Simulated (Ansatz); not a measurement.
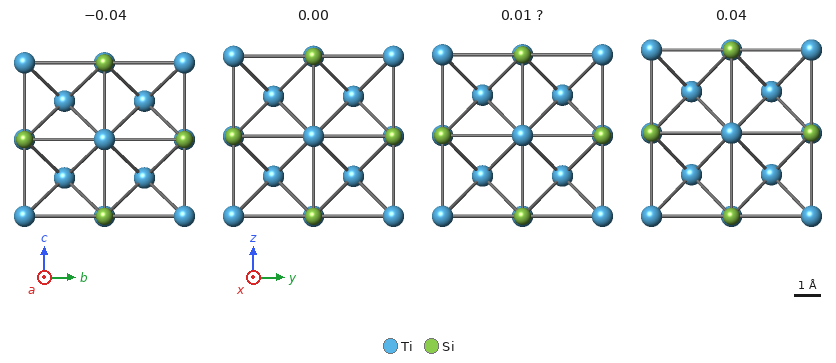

Energy scan for solid Ti$_{3}$Si (Fm-3m), in which the cell is strained along z alone, with the atoms kept at their fractional coordinates. x, y and z are the Cartesian axes of the input. A ball-and-stick model of the conventional cell (4 times the calculation's cell), seen along the a axis. Lengths and directions refer to the drawn axes.

The calculation used DFT PBEsol, scalar-relativistic, plane waves, PAW in Ansatz. Settings: plane-wave cutoff 420 eV; k-point mesh 14 × 14 × 14; occupations gaussian; smearing width 0.15 eV; collinear spin. Energies (free energies at the smearing named) are counted from the relaxed crystal.

```json
{"strain": "−0.040", "energy change (meV/atom)": "12.9"}
{"strain": "−0.030", "energy change (meV/atom)": "7.1"}
{"strain": "−0.020", "energy change (meV/atom)": "3.0"}
{"strain": "0.000", "energy change (meV/atom)": "0.0"}
{"strain": "0.010", "energy change (meV/atom)": "?"}
{"strain": "0.020", "energy change (meV/atom)": "2.9"}
{"strain": "0.030", "energy change (meV/atom)": "6.3"}
{"strain": "0.040", "energy change (meV/atom)": "10.9"}
```

One row is withheld. What is its energy?

A straight line between the two neighbours gives 1.4 meV/atom. A cubic through the four nearest rows (−0.020, 0.000, 0.020, 0.030) gives, with Lagrange weights, (−0.0500)(3.0) + (0.5000)(0.0) + (0.7500)(2.9) + (−0.2000)(6.3) = 0.8 meV/atom. The calculation gives 0.8 meV/atom, so the cubic is right to the digits shown and the straight line 0.6 meV/atom too high, as the curve bends upwards here.

The whole profile:

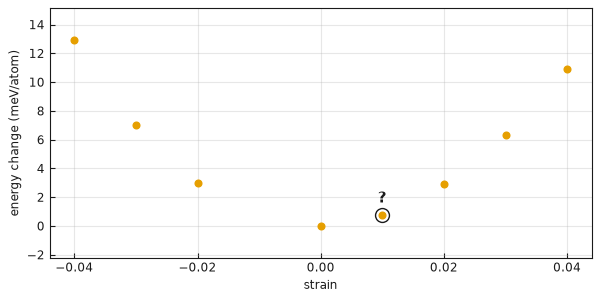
